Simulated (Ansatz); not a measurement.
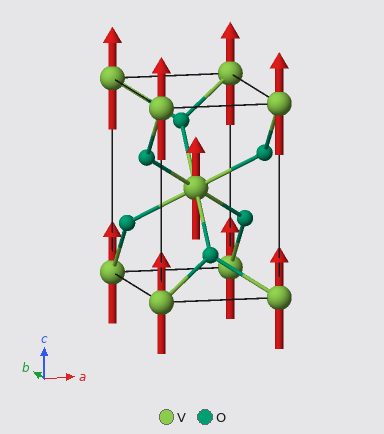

This ball-and-stick model is shown slightly off an axis. Thin lines show the cell (the run's own, in a reduced setting), with boundary atoms drawn in all their periodic places. Arrows are the site magnetic moments above 0.25 μB (those induced on non-metal atoms are left out); longer means larger, and red and blue are up and down (without spin-orbit coupling the axis itself is arbitrary).

This is the state reached for VO2. Theory: Ansatz 0.2.0, DFT PBE, scalar-relativistic, plane waves, PAW. Numerical settings: plane waves up to 420 eV, k-points about 0.23 Å⁻¹ apart, Gaussian smearing of 0.1 eV, collinear spins.

Q: How are the moments ordered?

A: Ferromagnetic (within this cell). Site moments: 2 V +0.8 μB. The net spin moment of the whole cell is 2.0 μB, including what lies between the atoms and on sites without an arrow.

The model was built from an entry, possibly a prediction, of the Crystallography Open Database. Earlier steps of the study, as a rule a relaxation of our own, may have changed the cell and positions, so they can lie some per cent off the listed ones. A calculation with Ansatz used it as input.
